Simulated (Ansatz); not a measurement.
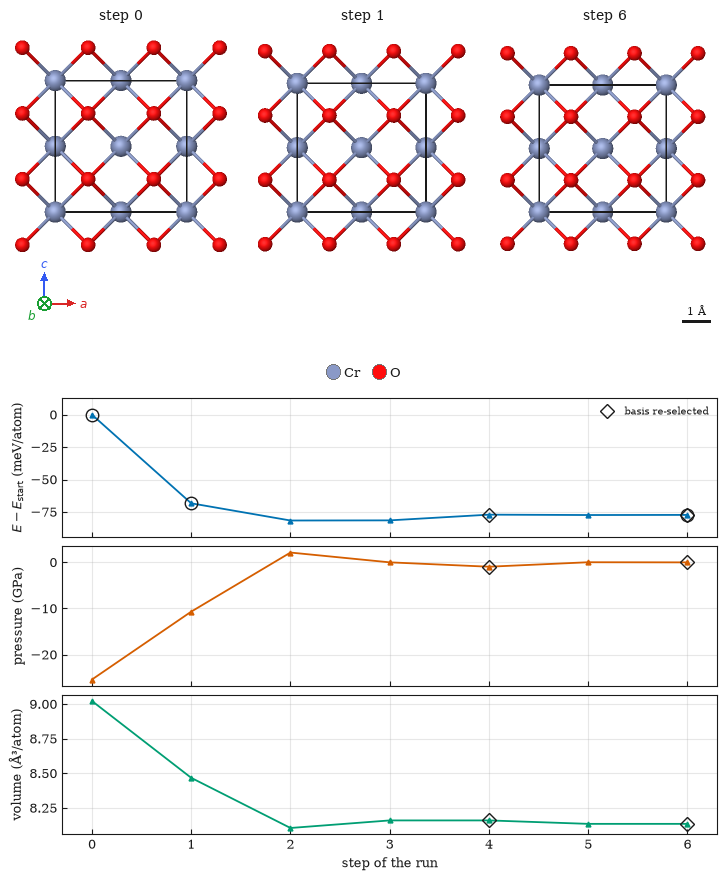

Frames of a relaxation of a crystal of CrO$_{2}$ (set up in Fm-3m), marked on the history of the run. The picture is a ball-and-stick view of the conventional cell (4 times the calculation's cell), seen along the b axis. Lengths and directions refer to the drawn axes.

The run lets cell and atoms move.

Theory: Kohn-Sham DFT of a periodic cell, LDA, Ansatz PAW in Ansatz 0.2.0.

Input
```yaml
crystal:
  lattice:
    - [0.0, 2.383065, 2.383065]
    - [2.383065, 0.0, 2.383065]
    - [2.383065, 2.383065, 0.0]
  atoms:
    - { symbol: Cr, position: [0.0, 0.0, 0.0], spin: 3.0 }
    - { symbol: O, position: [0.25, 0.25, 0.25] }
    - { symbol: O, position: [0.75, 0.75, 0.75] }
hamiltonian:
  xc: lda
  pseudopotentials: { kind: paw }
magnetization:
  spin_polarized: true
kpoints:
  mp_grid: { grid: [7, 7, 7] }
scf:
  occupations: { method: fermi_dirac, width: 0.05 }
output:
  forces: true
  stress: true
  eigenvalues: true
  write_density: true
  write_potential: true
  elf: true
  volumetric_format: npy
relax:
  f_tol: 0.01
  max_steps: 40
  cell: { stress_tol: 0.05 }
```

Launched with:
```bash
ansatz run input.yaml --threads 2 --pin off --max-ram 5632MiB --backend cpu --events-out ev --progress --plain --runs-dir out
```

Question: Describe the path.

Answer: No atom moves by more than 0.005 Å relative to the cell. Cell: a = b = c 4.766 → 4.604 Å (−3.4 %). Volume −9.8 %. Some distances before and after: Cr–O 2.064 → 1.994 Å. The space group stays Fm-3m (No. 225). After 4 accepted moves (6 points after the start) the energy has fallen by 77.3 meV per atom. All forces vanish by symmetry, so only the cell relaxes. Pressure: −25.39 GPa at the start and −0.02 GPa at the end. At 2 points the geometry stayed and the basis and grid were re-selected for the new cell (energy shift of 4.4 meV per atom at most each time). From step 0 to 1: volume −6.1 %, energy −68.3 meV per atom. From step 1 to 6: volume −3.9 %, energy −9.0 meV per atom.
